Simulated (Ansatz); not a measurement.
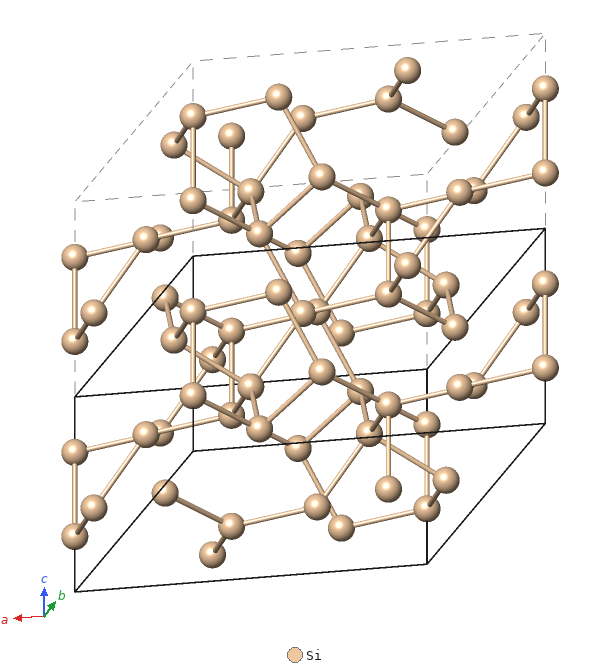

A ball-and-stick rendering, viewed from a general direction. The drawing covers 1×1×2 cells, and the solid lines enclose one conventional unit cell.

Si, space group R-3 (No. 148), a = 8.95 Å, b = 8.95 Å, c = 5.35 Å, α = 90.00°, β = 90.00°, γ = 120.00°.

Computed with DFT LDA, scalar-relativistic, plane waves, PAW (Ansatz). Settings: a basis cut at 420 eV, k-points about 0.12 Å⁻¹ apart, Gaussian smearing of 0.15 eV, no spin polarisation.

Question: Is the electronic structure metallic or gapped?

Answer: A metal: bands cross the Fermi level.

Question: What is the computed pressure?

Answer: The computed pressure is 17.0 GPa (compressed: it would expand).

The structure was taken from a structure listed in the Materials Project. The cell was then strained or its atoms displaced on purpose. It was run through Ansatz as a DFT input.

At this level of theory the run's own cell isn't at rest (compressed, at 17 GPa and forces up to 0.7 eV/Å), so its distances can differ from those at equilibrium, the more so the softer the solid.
